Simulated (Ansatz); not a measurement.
```cif
data_structure
_symmetry_space_group_name_H-M 'P 1'
_symmetry_Int_Tables_number 1
_cell_length_a 2.9380
_cell_length_b 2.9380
_cell_length_c 2.6797
_cell_angle_alpha 90.000
_cell_angle_beta 90.000
_cell_angle_gamma 120.000
_cell_volume 20.03
loop_
_atom_site_label
_atom_site_type_symbol
_atom_site_fract_x
_atom_site_fract_y
_atom_site_fract_z
_atom_site_occupancy
Mg1 Mg 0.00000 0.00000 0.00000 1
O1 O 0.33333 0.66667 0.50000 1
```

Space group P-6m2; a structure from a database of computed crystals, not necessarily the ambient phase; computed pressure about −6 GPa in this cell.

Computed with Kohn-Sham DFT of a periodic cell, HSE06, Ansatz PAW (Ansatz 0.2.0).

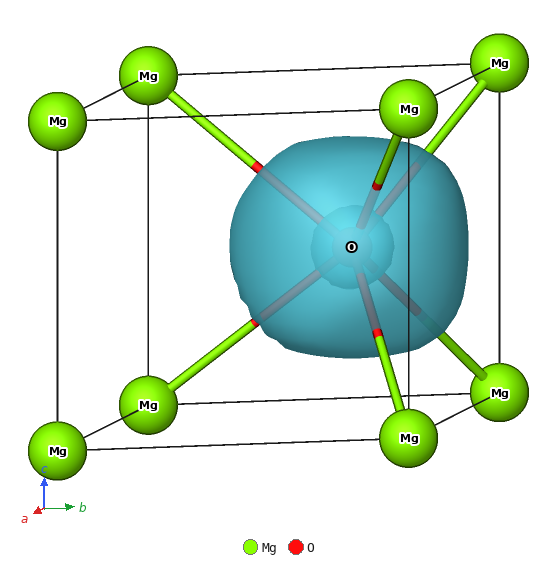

MgO. Isosurface of the electron localisation function at 0.65 (cyan), seen slightly off an axis. Only the valence region is drawn (cores and ρ < 0.01 e/Å³ removed). Sticks mark near contacts.

Core electrons are frozen (PAW), and the valence fields are smoothed inside the atomic spheres.

Question: Describe the localisation domains.

Answer: At this value the surface marks out one region wrapped around O (its valence shell), counted in one cell of 2 atoms. Any copies at cell faces, edges or corners count once. Along the contacts the grid gives the following. Mg–O (2.16 Å): the ELF peaks at about 0.85 in the valence shell of O, 0.6 Å from its nucleus, and is about 0.35 at the midpoint; a closed-shell, largely ionic contact.
